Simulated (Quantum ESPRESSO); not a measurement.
Band-structure run, with input and output: GaSb (part 2 of 2)

Continued. System: GaSb (F-43m, 2 atoms in the cell). Method: Kohn-Sham DFT of a periodic cell, PBE, spin-orbit coupling, PseudoDojo 0.4 FR PBE standard, no spin polarisation (Quantum ESPRESSO 7.5); cutoff 1088.45 eV, 8×8×8 k-mesh, fermi-dirac of 0.05 eV. The structure derives from an entry of the Crystallography Open Database.

Output, continued
```
   -21.1896 -21.1894 -21.1884 -21.1883 -19.9567 -19.9559 -19.9467 -19.9464
   -19.9447 -19.9446  -6.9666  -6.9528  -6.9407  -6.9341  -6.5278  -6.5007
    -6.4843  -6.4815  -6.4701  -6.4691  -1.2183  -1.2169   2.1286   2.2079
     5.1237   5.3241   6.3314   6.3599   9.9107   9.9586  12.1958  12.3558
    13.5197  13.5399  14.1949  14.1995  17.4342  17.4457  18.5547  18.5852
    18.8381  18.8813

          k =-0.0884-0.4419 0.4419 (  4659 PWs)   bands (ev):

   -21.1895 -21.1894 -21.1886 -21.1882 -19.9566 -19.9556 -19.9469 -19.9464
   -19.9447 -19.9446  -6.9679  -6.9529  -6.9402  -6.9332  -6.5297  -6.4946
    -6.4904  -6.4824  -6.4695  -6.4679  -1.1243  -1.1232   1.9901   2.0863
     4.7622   4.9691   6.6024   6.6236  10.0712  10.1203  12.9000  13.0577
    13.7035  13.7096  14.6186  14.6698  15.4898  15.5504  16.6025  16.6178
    18.8374  18.8426

          k = 0.0000-0.3536 0.3536 (  4672 PWs)   bands (ev):

   -21.1897 -21.1896 -21.1890 -21.1885 -19.9569 -19.9561 -19.9472 -19.9467
   -19.9450 -19.9448  -6.9640  -6.9528  -6.9405  -6.9362  -6.5257  -6.4974
    -6.4898  -6.4824  -6.4710  -6.4685  -1.6402  -1.6369   2.7505   2.8586
     5.0067   5.2299   7.0895   7.1117  10.2905  10.3734  12.8318  12.9472
    13.0481  13.1595  13.3575  13.4989  15.4621  15.4789  16.9570  17.0041
    18.9868  19.0754

          k = 0.5303 0.0000-0.0000 (  4672 PWs)   bands (ev):

   -21.1897 -21.1897 -21.1883 -21.1883 -19.9567 -19.9567 -19.9460 -19.9460
   -19.9450 -19.9450  -6.9595  -6.9595  -6.9378  -6.9378  -6.5161  -6.5161
    -6.4763  -6.4763  -6.4731  -6.4731  -1.3779  -1.3779   2.4938   2.4938
     5.8519   5.8519   6.1144   6.1144   9.2300   9.2300  10.1423  10.1423
    15.6486  15.6486  15.8819  15.8819  16.7280  16.7280  19.0085  19.0085
    19.5189  19.5189

          k =-0.0884-0.6187 0.6187 (  4677 PWs)   bands (ev):

   -21.1896 -21.1893 -21.1881 -21.1881 -19.9566 -19.9560 -19.9460 -19.9459
   -19.9448 -19.9446  -6.9663  -6.9562  -6.9384  -6.9342  -6.5259  -6.5078
    -6.4788  -6.4764  -6.4732  -6.4690  -0.8896  -0.8886   1.7923   1.8453
     5.2578   5.4205   5.9119   5.9474   9.4882   9.5313  10.4099  10.4663
    15.4933  15.6221  16.0034  16.0328  17.8641  17.9759  19.0261  19.0538
    19.2130  19.2646

          k =-0.0000-0.5303 0.5303 (  4660 PWs)   bands (ev):

   -21.1895 -21.1891 -21.1882 -21.1881 -19.9565 -19.9555 -19.9462 -19.9458
   -19.9448 -19.9448  -6.9699  -6.9540  -6.9390  -6.9315  -6.5316  -6.4999
    -6.4824  -6.4805  -6.4708  -6.4676  -0.7595  -0.7558   1.6547   1.7527
     4.6042   4.8077   6.1295   6.1523   9.7292   9.7572  12.1454  12.2801
    14.8455  15.0273  15.1618  15.2221  15.8671  15.9723  17.2929  17.3114
    20.4825  20.6626

          k =-0.7071 0.0000 0.0000 (  4720 PWs)   bands (ev):

   -21.1895 -21.1895 -21.1880 -21.1880 -19.9564 -19.9564 -19.9459 -19.9459
   -19.9445 -19.9445  -6.9615  -6.9615  -6.9364  -6.9364  -6.5176  -6.5176
    -6.4763  -6.4763  -6.4709  -6.4709  -0.6919  -0.6919   1.5222   1.5222
     5.6215   5.6215   5.8768   5.8768   9.2457   9.2457   9.5911   9.5911
    16.8946  16.8946  17.1585  17.1585  18.4635  18.4635  19.2092  19.2092
    19.9466  19.9551

          k = 0.3536 0.1768-0.0000 (  4687 PWs)   bands (ev):

   -21.1900 -21.1899 -21.1892 -21.1890 -19.9574 -19.9570 -19.9471 -19.9469
   -19.9455 -19.9453  -6.9589  -6.9519  -6.9426  -6.9394  -6.5196  -6.5050
    -6.4836  -6.4807  -6.4739  -6.4711  -2.1308  -2.1286   3.6860   3.7742
     5.8575   6.0933   6.9473   7.1094  10.4110  10.6830  11.2182  11.2719
    12.8148  12.8454  13.5544  13.6650  15.7229  15.7473  17.4358  17.4616
    17.7308  17.7858

          k =-0.2652-0.4419 0.6187 (  4669 PWs)   bands (ev):

   -21.1898 -21.1895 -21.1887 -21.1884 -19.9569 -19.9561 -19.9471 -19.9467
   -19.9449 -19.9447  -6.9646  -6.9524  -6.9408  -6.9361  -6.5259  -6.4991
    -6.4875  -6.4823  -6.4706  -6.4690  -1.5262  -1.5235   2.5318   2.6158
     5.2730   5.4892   6.5569   6.6896  10.5730  10.7733  11.7618  11.7904
    12.9548  13.0369  14.1102  14.1941  16.7290  16.8471  17.1606  17.2087
    18.6113  18.6295

          k =-0.1768-0.3536 0.5303 (  4638 PWs)   bands (ev):

   -21.1896 -21.1894 -21.1885 -21.1882 -19.9566 -19.9557 -19.9470 -19.9466
   -19.9446 -19.9445  -6.9669  -6.9524  -6.9404  -6.9346  -6.5286  -6.4935
    -6.4922  -6.4829  -6.4692  -6.4681  -1.1662  -1.1648   1.9489   2.0275
     5.1155   5.3224   6.3805   6.5005  10.5430  10.7194  11.7622  11.8005
    13.6307  13.8186  14.7733  14.8292  15.5709  15.6220  18.0967  18.1077
    18.5951  18.6190

          k =-0.1768-0.5303 0.7071 (  4659 PWs)   bands (ev):

   -21.1897 -21.1893 -21.1885 -21.1883 -19.9568 -19.9560 -19.9464 -19.9461
   -19.9451 -19.9448  -6.9662  -6.9541  -6.9392  -6.9348  -6.5270  -6.5036
    -6.4804  -6.4798  -6.4721  -6.4696  -1.2671  -1.2657   2.3164   2.3912
     5.2791   5.5232   5.8715   6.0451  10.2148  10.3739  10.9352  10.9639
    13.5734  13.6586  15.5733  15.7456  17.4276  17.4979  18.0045  18.0106
    19.6970  19.8081

          k =-0.0884-0.4419 0.6187 (  4659 PWs)   bands (ev):

   -21.1896 -21.1890 -21.1884 -21.1882 -19.9566 -19.9555 -19.9463 -19.9458
   -19.9450 -19.9447  -6.9702  -6.9537  -6.9381  -6.9321  -6.5327  -6.4968
    -6.4846  -6.4807  -6.4708  -6.4677  -0.8409  -0.8386   1.7675   1.8687
     4.7515   4.9778   5.7411   5.8532  10.5970  10.7306  12.2215  12.3738
    13.2208  13.2561  14.8445  14.9459  16.4947  16.6146  18.8373  18.9064
    19.3251  19.4058

          k =-0.0000-0.3536 0.5303 (  4667 PWs)   bands (ev):

   -21.1896 -21.1890 -21.1886 -21.1882 -19.9566 -19.9555 -19.9466 -19.9460
   -19.9450 -19.9447  -6.9697  -6.9533  -6.9386  -6.9323  -6.5323  -6.4926
    -6.4898  -6.4814  -6.4701  -6.4678  -1.0011  -1.0010   1.9591   2.0702
     4.6285   4.8571   6.0410   6.1567  10.8550  11.0199  12.6248  12.7340
    12.9634  13.0486  14.6262  14.6880  15.9065  16.0361  17.1687  17.1961
    20.1957  20.3094

          k =-0.7071 0.1768 0.0000 (  4668 PWs)   bands (ev):

   -21.1896 -21.1891 -21.1881 -21.1881 -19.9566 -19.9557 -19.9458 -19.9458
   -19.9449 -19.9446  -6.9690  -6.9552  -6.9376  -6.9330  -6.5302  -6.5034
    -6.4794  -6.4780  -6.4727  -6.4678  -0.6724  -0.6680   1.5493   1.6236
     5.1403   5.3842   5.5049   5.5081  10.1666  10.3434  10.5337  10.5581
    15.1507  15.3955  15.4011  15.4160  18.0624  18.4738  18.5659  18.6712
    19.6998  19.8634

          k =-0.7071 0.3536 0.0000 (  4648 PWs)   bands (ev):

   -21.1895 -21.1886 -21.1884 -21.1882 -19.9565 -19.9552 -19.9457 -19.9456
   -19.9453 -19.9450  -6.9721  -6.9538  -6.9366  -6.9314  -6.5355  -6.4921
    -6.4871  -6.4805  -6.4710  -6.4673  -0.6512  -0.6448   1.5999   1.7143
     4.7842   5.1115   5.2195   5.2361  11.7965  12.1849  12.6551  12.7016
    12.7188  12.8125  13.1089  13.1196  18.0817  18.5016  18.5331  18.6224
    19.7089  19.9335

     the Fermi energy is     8.5512 ev

!    total energy              =    -334.79393265 Ry
     estimated scf accuracy    <          1.5E-10 Ry
     smearing contrib. (-TS)   =      -0.00003339 Ry
     internal energy E=F+TS    =    -334.79389927 Ry

     The total energy is F=E-TS. E is the sum of the following terms:
     one-electron contribution =    -165.15134390 Ry
     hartree contribution      =     100.97856495 Ry
     xc contribution           =     -87.32144454 Ry
     ewald contribution        =    -183.29967578 Ry

     convergence has been achieved in   8 iterations

     Forces acting on atoms (cartesian axes, Ry/au):

     atom    1 type  1   force =    -0.00000000   -0.00000000   -0.00000000
     atom    2 type  2   force =     0.00000000    0.00000000    0.00000000

     Total force =     0.000000     Total SCF correction =     0.000000

     Computing stress (Cartesian axis) and pressure

          total   stress  (Ry/bohr**3)                   (kbar)     P=       24.42
   0.00016600   0.00000000   0.00000000           24.42        0.00        0.00
   0.00000000   0.00016600   0.00000000            0.00       24.42        0.00
   0.00000000   0.00000000   0.00016600            0.00        0.00       24.42

=------------------------------------------------------------------------------=
   JOB DONE.
=------------------------------------------------------------------------------=
```

File pp_potential.out
```
This program is part of the open-source Quantum ESPRESSO suite
     for quantum simulation of materials; please cite
         "P. Giannozzi et al., J. Phys.:Condens. Matter 21 395502 (2009);
         "P. Giannozzi et al., J. Phys.:Condens. Matter 29 465901 (2017);
         "P. Giannozzi et al., J. Chem. Phys. 152 154105 (2020);
          URL
     in publications or presentations arising from this work. More details at

     ./tmp/pwscf.save/

     IMPORTANT: XC functional enforced from input :
     Exchange-correlation= PBE
                           (   1   4   3   4   0   0   0)
     Any further DFT definition will be discarded
     Please, verify this is what you really want

     G-vector sticks info
     --------------------
     sticks:   dense  smooth     PW     G-vecs:    dense   smooth      PW
     Sum        1483    1483    433                37461    37461    5817

     Using Slab Decomposition

     Calling punch_plot, plot_num =  11
     Writing data to file  potential.dat
     Reading data from file  potential.dat

     Writing data to be plotted to file potential.cube
     Plot Type: 3D                     Output format: Gaussian cube

=------------------------------------------------------------------------------=
   JOB DONE.
=------------------------------------------------------------------------------=
```

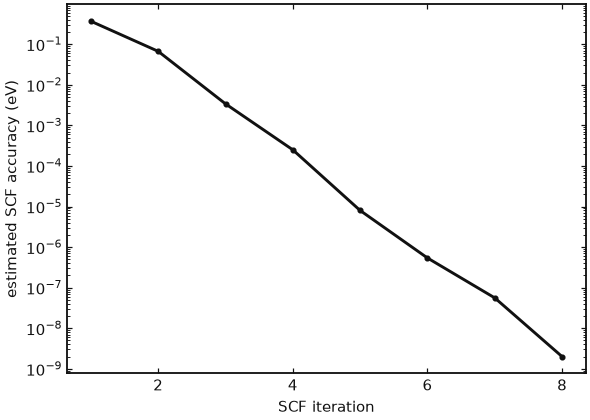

Convergence of the self-consistent field: estimated SCF accuracy against the iteration. The field takes 8 iterations in all.

The run was set up as follows.

The input
```
&CONTROL
  calculation = 'scf'
  prefix = 'pwscf'
  outdir = './tmp'
  pseudo_dir = './pseudo'
  tprnfor = .true.
  tstress = .true.
  disk_io = 'low'
/
&SYSTEM
  ibrav = 0
  A = 4.32607929
  nat = 2
  ntyp = 2
  ecutwfc = 80
  nbnd = 42
  occupations = 'smearing'
  smearing = 'fd'
  degauss = 0.00367493
  noncolin = .true.
  lspinorb = .true.
/
&ELECTRONS
  conv_thr = 4d-10
  electron_maxstep = 120
  mixing_beta = 0.5
/
ATOMIC_SPECIES
Sb   121.7600 Sb.upf
Ga    69.7230 Ga.upf
CELL_PARAMETERS alat
   0.0000000000    0.7071067807    0.7071067807
   0.7071067807    0.0000000000    0.7071067807
   0.7071067807    0.7071067807    0.0000000000
ATOMIC_POSITIONS alat
Sb     1.0606601711    1.0606601711    1.0606601711
Ga     0.0000000000    0.0000000000    0.0000000000
K_POINTS automatic
8 8 8 0 0 0
```

File pp_density.in
```
&INPUTPP
  prefix = 'pwscf'
  outdir = './tmp'
  filplot = 'density.dat'
  plot_num = 0
/
&PLOT
  nfile = 1
  filepp(1) = 'density.dat'
  iflag = 3
  output_format = 6
  fileout = 'density.cube'
/
```

File pp_potential.in
```
&INPUTPP
  prefix = 'pwscf'
  outdir = './tmp'
  filplot = 'potential.dat'
  plot_num = 11
/
&PLOT
  nfile = 1
  filepp(1) = 'potential.dat'
  iflag = 3
  output_format = 6
  fileout = 'potential.cube'
/
```

File bands.in
```
&CONTROL
  calculation = 'bands'
  prefix = 'pwscf'
  outdir = './tmp'
  pseudo_dir = './pseudo'
  disk_io = 'low'
  verbosity = 'high'
/
&SYSTEM
  ibrav = 0
  A = 4.32607929
  nat = 2
  ntyp = 2
  ecutwfc = 80
  nbnd = 42
  occupations = 'smearing'
  smearing = 'fd'
  degauss = 0.00367493
  noncolin = .true.
  lspinorb = .true.
/
&ELECTRONS
  conv_thr = 1d-08
  electron_maxstep = 120
  mixing_beta = 0.5
  diago_full_acc = .true.
  startingwfc = 'random'
/
ATOMIC_SPECIES
Sb   121.7600 Sb.upf
Ga    69.7230 Ga.upf
CELL_PARAMETERS alat
   0.0000000000    0.7071067807    0.7071067807
   0.7071067807    0.0000000000    0.7071067807
   0.7071067807    0.7071067807    0.0000000000
ATOMIC_POSITIONS alat
Sb     1.0606601711    1.0606601711    1.0606601711
Ga     0.0000000000    0.0000000000    0.0000000000
K_POINTS crystal
60
 0.0000000000  0.0000000000  0.0000000000 1
 0.0625000000  0.0000000000  0.0625000000 1
 0.1250000000  0.0000000000  0.1250000000 1
 0.1875000000  0.0000000000  0.1875000000 1
 0.2500000000  0.0000000000  0.2500000000 1
 0.3125000000  0.0000000000  0.3125000000 1
 0.3750000000  0.0000000000  0.3750000000 1
 0.4375000000  0.0000000000  0.4375000000 1
 0.5000000000  0.0000000000  0.5000000000 1
 0.5000000000  0.0625000000  0.5625000000 1
 0.5000000000  0.1250000000  0.6250000000 1
 0.5000000000  0.1875000000  0.6875000000 1
 0.5000000000  0.2500000000  0.7500000000 1
 0.4375000000  0.3125000000  0.7500000000 1
 0.3750000000  0.3750000000  0.7500000000 1
 0.3375000000  0.3375000000  0.6750000000 1
 0.3000000000  0.3000000000  0.6000000000 1
 0.2625000000  0.2625000000  0.5250000000 1
 0.2250000000  0.2250000000  0.4500000000 1
 0.1875000000  0.1875000000  0.3750000000 1
 0.1500000000  0.1500000000  0.3000000000 1
 0.1125000000  0.1125000000  0.2250000000 1
 0.0750000000  0.0750000000  0.1500000000 1
 0.0375000000  0.0375000000  0.0750000000 1
 0.0000000000  0.0000000000  0.0000000000 1
 0.0625000000  0.0625000000  0.0625000000 1
 0.1250000000  0.1250000000  0.1250000000 1
 0.1875000000  0.1875000000  0.1875000000 1
 0.2500000000  0.2500000000  0.2500000000 1
 0.3125000000  0.3125000000  0.3125000000 1
 0.3750000000  0.3750000000  0.3750000000 1
 0.4375000000  0.4375000000  0.4375000000 1
 0.5000000000  0.5000000000  0.5000000000 1
 0.5250000000  0.4500000000  0.5250000000 1
 0.5500000000  0.4000000000  0.5500000000 1
 0.5750000000  0.3500000000  0.5750000000 1
 0.6000000000  0.3000000000  0.6000000000 1
 0.6250000000  0.2500000000  0.6250000000 1
 0.5833333333  0.2500000000  0.6666666667 1
 0.5416666667  0.2500000000  0.7083333333 1
 0.5000000000  0.2500000000  0.7500000000 1
 0.5000000000  0.2857142857  0.7142857143 1
 0.5000000000  0.3214285714  0.6785714286 1
 0.5000000000  0.3571428571  0.6428571429 1
 0.5000000000  0.3928571429  0.6071428571 1
 0.5000000000  0.4285714286  0.5714285714 1
 0.5000000000  0.4642857143  0.5357142857 1
 0.5000000000  0.5000000000  0.5000000000 1
 0.4821428571  0.4821428571  0.5357142857 1
 0.4642857143  0.4642857143  0.5714285714 1
 0.4464285714  0.4464285714  0.6071428571 1
 0.4285714286  0.4285714286  0.6428571429 1
 0.4107142857  0.4107142857  0.6785714286 1
 0.3928571429  0.3928571429  0.7142857143 1
 0.3750000000  0.3750000000  0.7500000000 1
 0.6250000000  0.2500000000  0.6250000000 1
 0.5937500000  0.1875000000  0.5937500000 1
 0.5625000000  0.1250000000  0.5625000000 1
 0.5312500000  0.0625000000  0.5312500000 1
 0.5000000000  0.0000000000  0.5000000000 1
```

Run as:
```bash
OMP_NUM_THREADS=1 pw.x -in pw.in > pw.out
OMP_NUM_THREADS=1 pp.x -in pp_density.in > pp_density.out
OMP_NUM_THREADS=1 pp.x -in pp_potential.in > pp_potential.out
OMP_NUM_THREADS=1 pw.x -in bands.in > bands.out
```

Key numbers

| quantity | value |
| --- | --- |
| outcome | converged |
| space group (tolerance 0.01 Å) | F-43m (216) |
| electrons treated | 28 |
| free energy | −4555.1035 eV |
| Fermi energy | 8.551 eV |
| gap on the k-point mesh | none (metallic) |
| pressure | 2.44 GPa |
| largest force (length of the vector) | under 0.001 eV/Å |
| hardware | 1 thread of Arm Neoverse V2, 24 GiB of memory available, shared host |
| wall time | 12 min |
| peak memory | 0.42 GiB |
